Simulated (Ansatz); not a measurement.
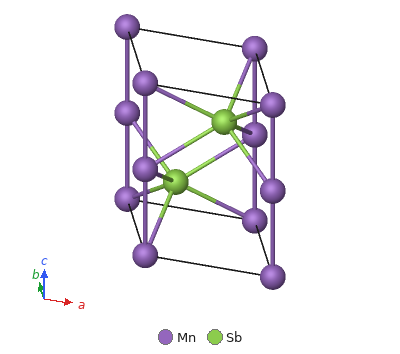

MnSb, space group P6_3/mmc (No. 194), a = 4.096 Å, b = 4.096 Å, c = 5.595 Å, α = 90.00°, β = 90.00°, γ = 120.00°

```
site  Wyckoff       x       y       z
  Mn       2a  0.0000  0.0000  0.0000
  Sb       2c  0.6667  0.3333  0.7500
```

Origin: the geometry relaxed with Ansatz, DFT PBE, scalar-relativistic, plane waves, PAW.

**Compute the Voronoi cell of each site (no radii): faces and volume.**

| site | faces above 1 % of the sphere | volume (Å³) | solid angle by neighbour (%) |
| --- | --- | --- | --- |
| Mn | 8 | 18.50 | Sb 82 Mn 18 |
| Sb | 12 | 22.13 | Mn 82 Sb 18 |

Weighted by multiplicity the volumes add up to the cell volume, 81.3 Å³.

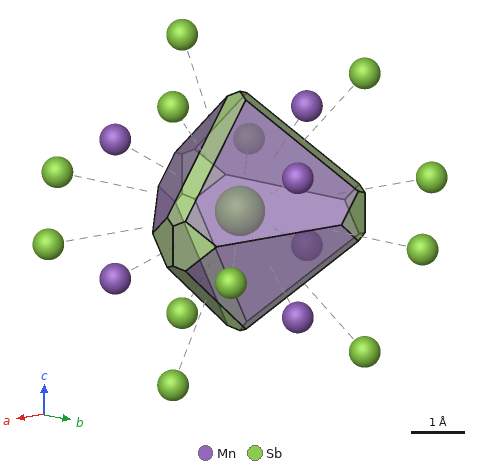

The computed Voronoi cell of Sb, with the neighbours that bound it.
